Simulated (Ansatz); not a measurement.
```
CELL_PARAMETERS angstrom
2.93800 0.00000 0.00000
-1.46900 2.54438 0.00000
0.00000 0.00000 2.88300
ATOMIC_POSITIONS crystal
Ta 0.00000 0.00000 0.50000
N 0.66667 0.33333 0.00000
```

Space group P-6m2; computed pressure about −4 GPa in this cell.

The calculation used Kohn-Sham DFT of a periodic cell, HSE06, Ansatz PAW (Ansatz 0.2.0).

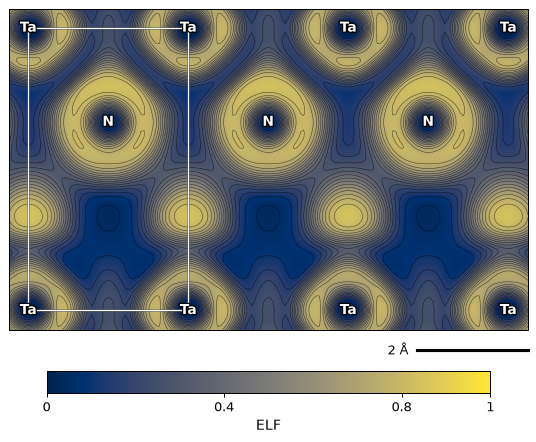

TaN. ELF on the (110) plane of the conventional cell.

**What does the map show?**

Atoms in the plane: Ta and N.
Ta–N (2.23 Å): the ELF peaks at about 0.80 in the valence shell of N, 0.7 Å from its nucleus, and is about 0.20 at the midpoint: no shared electron pair shows on this line.
Ta–Ta (2.88 Å): the ELF is about 0.25 at the midpoint (no shared electron pair shows on this line).
The ELF has a maximum of about 0.85 in the space between the atoms, on no atom or two-centre bond.
The features right at Ta lie inside the PAW spheres, where the map follows smoothed inner orbitals and isn't to be read closely.

**Does the calculation give a band gap?**

It is metallic or semimetallic at this level of theory: no gap opens; semilocal functionals without U, or without the true magnetic order, often close the gap of such compounds.
